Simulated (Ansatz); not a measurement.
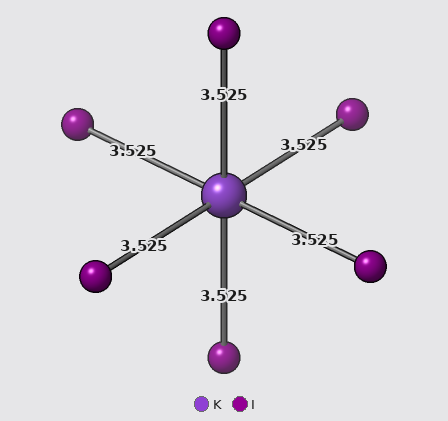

The surroundings of site K1 (at 0.000, 0.000, 0.000) in KI (Fm-3m), with bond lengths in Å.

The cell is taken from a calculation's input that goes back to an entry of the Crystallography Open Database (an earlier step may have relaxed or displaced it).

```xyz
8
Lattice="7.0491 0.0000 0.0000 0.0000 7.0491 0.0000 0.0000 0.0000 7.0491" Properties=species:S:1:pos:R:3 pbc="T T T"
K     0.0000    0.0000    0.0000
I     0.0000    0.0000    3.5246
K     0.0000    3.5246    3.5246
I     0.0000    3.5246    0.0000
K     3.5246    0.0000    3.5246
I     3.5246    0.0000    0.0000
K     3.5246    3.5246    0.0000
I     3.5246    3.5246    3.5246
```

Bond valence s = exp((R0 − d)/b), R0 fitted to published crystal structures with b = 0.37 Å; R0 in Å: K+–I 2.916.

Calculate the bond-valence sum of K1 from the bonds drawn.

Answer. 6 × 0.193 = 1.16 v.u., against a formal valence of 1: overbonded (bonds short for this ion) by 0.16.

And over the whole structure?

Answer.
| site | x, y, z | formal valence | bond-valence sum | difference |
| --- | --- | --- | --- | --- |
| K1 | 0.000, 0.000, 0.000 | +1 | 1.16 | 0.16 |
| I1 | 0.000, 0.000, 0.500 | −1 | 1.16 | 0.16 |

These sums include all anions within 5 Å. The global instability index (root mean square of the differences over all atoms) is 0.16 v.u.: moderate strain, common in real structures. The cell was not relaxed for this table, and a volume that is off by a few per cent shifts all sums together.
